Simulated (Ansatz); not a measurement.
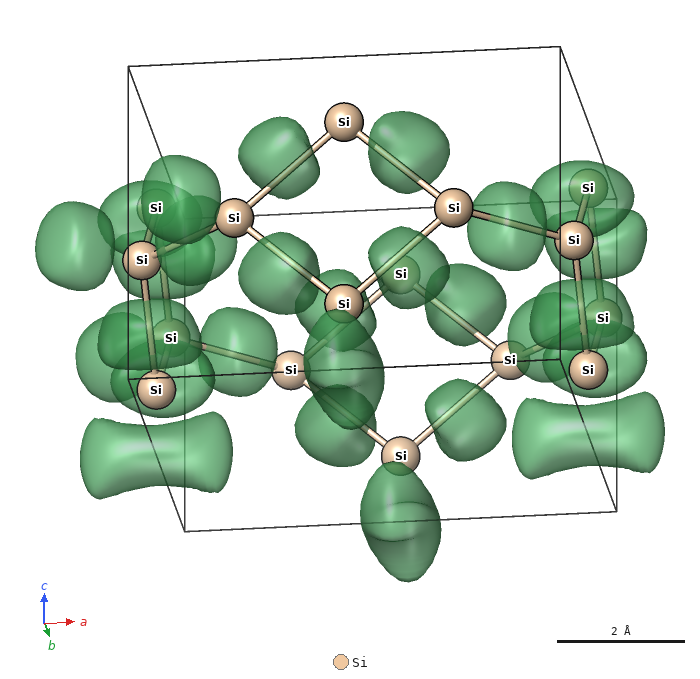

*Si. Isosurface of the electron localisation function at 0.8 (green), seen at an oblique angle. Core shells and regions of very low density are left out. Sticks mark near contacts.*

Space group P4/mmm; a structure generated by program, which may or may not match a known phase.

These are results of DFT PBE, scalar-relativistic, plane waves, PAW in Ansatz, not measurements.

```cif
data_structure
_symmetry_space_group_name_H-M 'P 1'
_symmetry_Int_Tables_number 1
_cell_length_a 6.8967
_cell_length_b 6.8967
_cell_length_c 5.2918
_cell_angle_alpha 90.000
_cell_angle_beta 90.000
_cell_angle_gamma 90.000
_cell_volume 251.71
loop_
_atom_site_label
_atom_site_type_symbol
_atom_site_fract_x
_atom_site_fract_y
_atom_site_fract_z
_atom_site_occupancy
Si1 Si 0.50000 0.00000 0.79030 1
Si2 Si 0.00000 0.50000 0.79030 1
Si3 Si 0.24603 0.00000 0.50000 1
Si4 Si 0.75397 0.00000 0.50000 1
Si5 Si 0.00000 0.24603 0.50000 1
Si6 Si 0.00000 0.75397 0.50000 1
Si7 Si 0.50000 0.00000 0.20970 1
Si8 Si 0.00000 0.50000 0.20970 1
```

### Where are the electrons localised?

The ELF exceeds this value in 14 regions between bonded Si–Si atoms, counted in one cell of 8 atoms. Regions shared between cells count once.

Values along the shortest contacts:
Si–Si (2.22 Å): the ELF peaks at about 0.95 between the atoms. Si–Si (2.33 Å): the ELF peaks at about 0.95 between the atoms.

### Does the calculation make it a metal, or give it a gap?

It is metallic or semimetallic at this level of theory: no gap opens.
